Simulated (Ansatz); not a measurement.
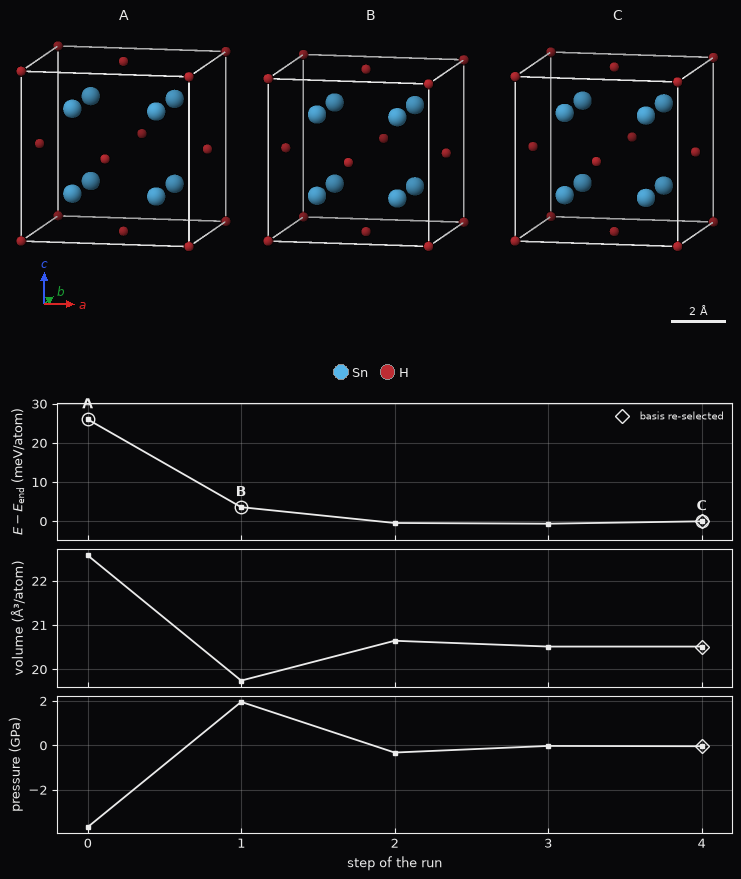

Frames of a relaxation of solid Sn2H (a generated structure, set up in Fm-3m), marked on the history of the run. A ball-and-stick model of the conventional cell (4 times the calculation's cell), seen slightly off an axis. Lengths and directions refer to the drawn axes.

Theory: DFT PBE, scalar-relativistic, plane waves, PAW (Ansatz). (plane-wave cutoff 420 eV; k-point mesh 12 × 12 × 12; occupations gaussian; smearing width 0.1 eV; no spin polarisation; cell and atoms relaxed; force threshold 0.01 eV/Å; at most 80 steps)

What happens along the run?

Answer. Over 3 accepted moves (4 points after the start) the energy falls by 26.0 meV per atom. All forces vanish by symmetry, so only the cell relaxes. The pressure goes from −3.67 to −0.04 GPa. The SCF was repeated once at an unchanged geometry on a basis and grid sized afresh for the cell, which shifted the energy by 0.6 meV per atom at most. No atom moves by more than 0.005 Å relative to the cell. Cell: a = b = c 6.471 → 6.267 Å (−3.1 %). Volume −9.1 %. The space group stays Fm-3m (No. 225). The run took 30 s on 1 thread of Intel(R) Xeon(R) Processor @ 2.70GHz (shared host), peak memory 0.42 GiB. From step 0 to 1: volume −12.5 %, energy −22.4 meV per atom. From step 1 to 4: volume +3.9 %, energy −3.6 meV per atom.
